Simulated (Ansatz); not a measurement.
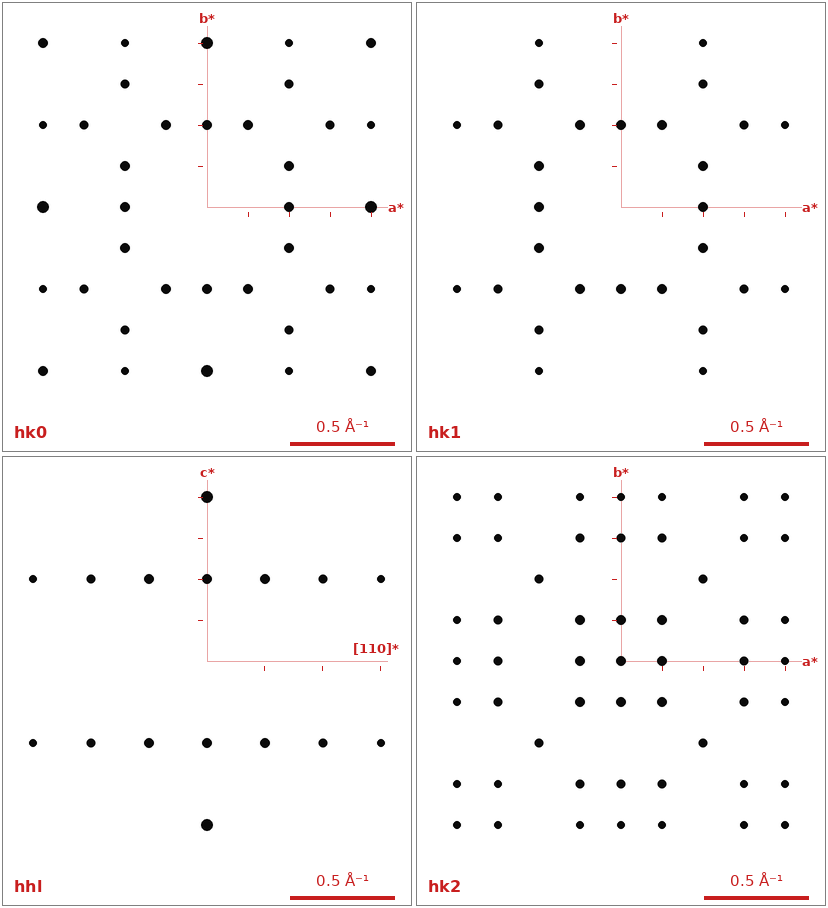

Simulated precession-type sections (X-rays; kinematic intensities, B = 0.5 Å²). The ticks mark integer indices of the conventional cell.

The compound is W. Structure: the input geometry of an electronic-structure calculation (not necessarily at equilibrium).

Read the reciprocal cell and give the direct cell.

a* = 0.199, b* = 0.199, c* = 0.199 Å⁻¹; the cell is cubic with a = 5.03 Å.

Which reflection conditions do the layers show?

Reflections are present only under these conditions. hkl: no condition; hk0: no condition; hhl: l = 2n; h00: h = 2n. The lattice is primitive (P). Further gaps, such as 0 4 1, 4 0 1, 1 4 0, come from atoms on special positions, not from the group's general conditions. A few very weak reflections are below the display threshold.

Which space groups fit?

The intensities have Laue symmetry m-3m (the hk0 layer shows 4mm, hk1 shows 4mm). With these conditions the candidates are P-43n (No. 218), Pm-3n (No. 223). Diffraction geometry alone does not choose among them; the structure has Pm-3n.
